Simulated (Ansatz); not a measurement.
**Energy of La along an even scaling of the cell**

System: La (Fm-3m, 1 atom in the cell).
Method: DFT, LDA (PW92), plane waves (420 eV) with PAW, scalar-relativistic, no spin polarisation (Ansatz 0.2.0).

The 5 runs differ only in the geometry, by an even scaling of the cell at fixed fractional positions.

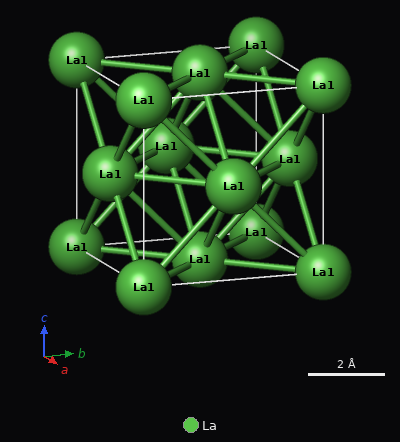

Figure 1. The structure of run 3 (ball-and-stick view of the cell 4 times as large as that of the calculation, set on its symmetry axes, seen slightly off an axis; atoms are numbered from 1 in the order of the input).

## Input of run 3
```yaml
crystal:
  lattice:
    - [0.0, 2.5525413404, 2.5525413404]
    - [2.5525413404, 0.0, 2.5525413404]
    - [2.5525413404, 2.5525413404, 0.0]
  atoms:
    - { symbol: La, position: [0.0, 0.0, 0.0] }
hamiltonian:
  xc: lda
  pseudopotentials:
    kind: paw
    azcp:
      La: "pseudopotentials/La.paw.azcp"
basis:
  ecutwfc: 420
  fft_grid_basis: typed
kpoints:
  mp_grid: { grid: [12, 12, 12], shift: [0, 0, 0] }
magnetization:
  spin_polarized: false
scf:
  occupations: { method: fermi_dirac, width: 0.1 }
  lower_state_search: "off"
output:
  stress: true
```

Lattice vectors (Å) and fractional positions of run 3:
```
   0.000000    2.552541    2.552541
   2.552541    0.000000    2.552541
   2.552541    2.552541    0.000000
La  0.000000  0.000000  0.000000
```

Run 2 differs from it as follows:
```diff
-    - [0.0, 2.5525413404, 2.5525413404]
-    - [2.5525413404, 0.0, 2.5525413404]
-    - [2.5525413404, 2.5525413404, 0.0]
+    - [0.0, 2.5193877003, 2.5193877003]
+    - [2.5193877003, 0.0, 2.5193877003]
+    - [2.5193877003, 2.5193877003, 0.0]
```

## Results, with one run withheld

| run | volume per atom (Å³) | free energy per atom, from the lowest run given (meV) | pressure (GPa) |
| --- | --- | --- | --- |
| 1 | 29.424 | 20.97 | 3.06 |
| 2 | 31.983 | ? | ? |
| 3 | 33.262 | 0.00 | −1.02 |
| 4 | 34.541 | 12.19 | −2.00 |
| 5 | 35.821 | 31.57 | −2.83 |

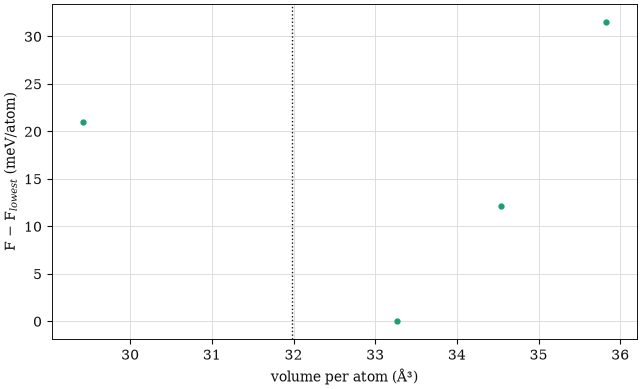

Figure 2. Free energy per atom of the runs given; the dotted line marks run 2.

What should run 2 give?

A quadratic polynomial in V^(−2/3) (the Birch–Murnaghan form), fitted to the 4 runs given, misses them by at most 0.10 meV per atom. With x = V^(−2/3) − 0.09698 Å⁻², it reads F = −0.99681 − 2979.8 x + 7.2357e+05 x² (meV per atom). At run 2 it gives −4.03 meV per atom, and the run itself gives −3.64. The slope of the fit gives a pressure −dF/dV of 0.10 GPa there, and the run prints 0.14 GPa. The fit has its minimum at 32.084 Å³ per atom, where V d²F/dV² gives 31.5 GPa: the bulk modulus at this level, since symmetry fixes the shape and the positions.

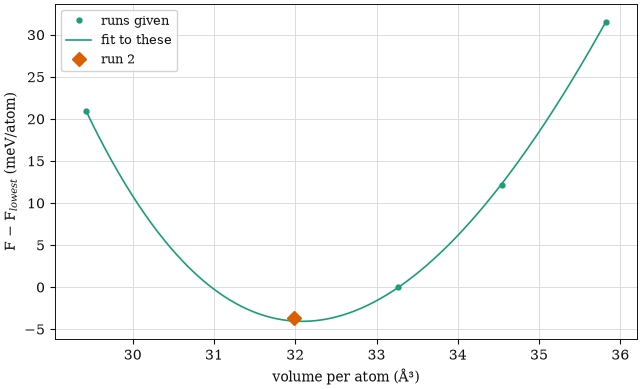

Figure 3. The fit and the withheld run.

## Output, shortened to warnings, some set-up lines, iterations and results (run 2)
```
Warning: [file] the record states the generating functional pbe (its physics header spells it `PBE`), which answers neither for hamiltonian.xc's functional nor for the lda family's — results may be inconsistent (PPs are generated against a specific XC)
Basis set: ecut = 420 eV, 609 PW (Γ)
Symmetry: 48 space group operations
k-points: 72 of 1728
Initial density: superposition of atomic densities (neutral atoms: chi_scale 0, normalization atom), corrected by the library's trained network
[...]
SCF iter   1: F=—  HF=-6076.189244 eV  |F-HF|=—  |Δ(HF+E_count)|=         —  Δρ=7.68e-3  dr2=2.25e-2  ethr=1.77e-3  ⟨swp⟩=4.5  Hψ=3390  notcnv=0
SCF iter   2: F=—  HF=-6076.185052 eV  |F-HF|=—  |Δ(HF+E_count)|=   4.19e-3  Δρ=4.59e-3  dr2=9.15e-3  ethr=2.05e-4  ⟨swp⟩=2.0  Hψ=1570  notcnv=0
SCF iter   3: F=—  HF=-6076.182608 eV  |F-HF|=—  |Δ(HF+E_count)|=   2.44e-3  Δρ=5.99e-4  dr2=1.17e-4  ethr=8.32e-5  ⟨swp⟩=2.0  Hψ=878  notcnv=0
SCF iter   4: F=—  HF=-6076.182568 eV  |F-HF|=—  |Δ(HF+E_count)|=   3.97e-5  Δρ=1.75e-4  dr2=7.45e-6  ethr=1.06e-6  ⟨swp⟩=2.0  Hψ=1155  notcnv=0
SCF iter   5: F=—  HF=-6076.182566 eV  |F-HF|=—  |Δ(HF+E_count)|=   2.51e-6  Δρ=2.29e-5  dr2=7.37e-8  ethr=6.77e-8  ⟨swp⟩=2.2  Hψ=1113  notcnv=0
SCF iter   6: F=-6076.182566 eV  HF=-6076.182566 eV  |F-HF|=7.69e-10  |Δ(HF+E_count)|=   2.08e-8  Δρ=4.81e-6  dr2=2.57e-9  ethr=6.70e-10  ⟨swp⟩=3.1  Hψ=2481  notcnv=0
SCF 1 converged in 6 iterations: F = -6076.182566 eV  dr2 = 2.57e-9
SCF converged after 6 iterations
Free energy (F): -6076.182566 eV
Harris-Foulkes:  -6076.182566 eV  (|F-HF|=7.69e-10)
Internal energy: -6076.128763 eV  (E = F + TS)
E sigma→0 (E₀):  -6076.155664 eV
Entropy (-TS):   -0.053803 eV (-53.803 meV/atom)
Fermi energy:    12.785105 eV
--- Per-component energies (eV) ---
  E_band       = -23.924761
  E_kinetic    = 195.748908
  E_local      = -287.397916  (includes V_loc(G=0)·N_el)
  E_nonlocal   = 98.914553
  E_hartree    = 92.084508
  E_xc         = -139.440930
  E_vxc        = -148.858213  (∫ρ·V_xc dr)
  E_paw        = -5243.661348  (= ΣΔE_a)
  E_vpaw       = -66.501071  (= ΣTr[D̂ρ^β])
  E_aug_tail   = -0.000000  (compensation charges beyond the density's cutoff)
  E_ewald      = -792.699254
  E_core_change = 0.322716  (= ΣΔE_core)
  E_smearing   = -0.053803  (= −TS)
  E_closure    = 0.000000  (closes the sum)
  Σ components = -6076.182566   (vs F -6076.182566, Δ=0.00e0)
--- Stress (GPa, compression-positive) ---
        0.143183       0.000000       0.000000
        0.000000       0.143183       0.000000
        0.000000       0.000000       0.143183
  P = ⅓ Tr σ = 0.1432 GPa (1.432 kbar)
```

The program warns: the PAW datasets were made with another functional.
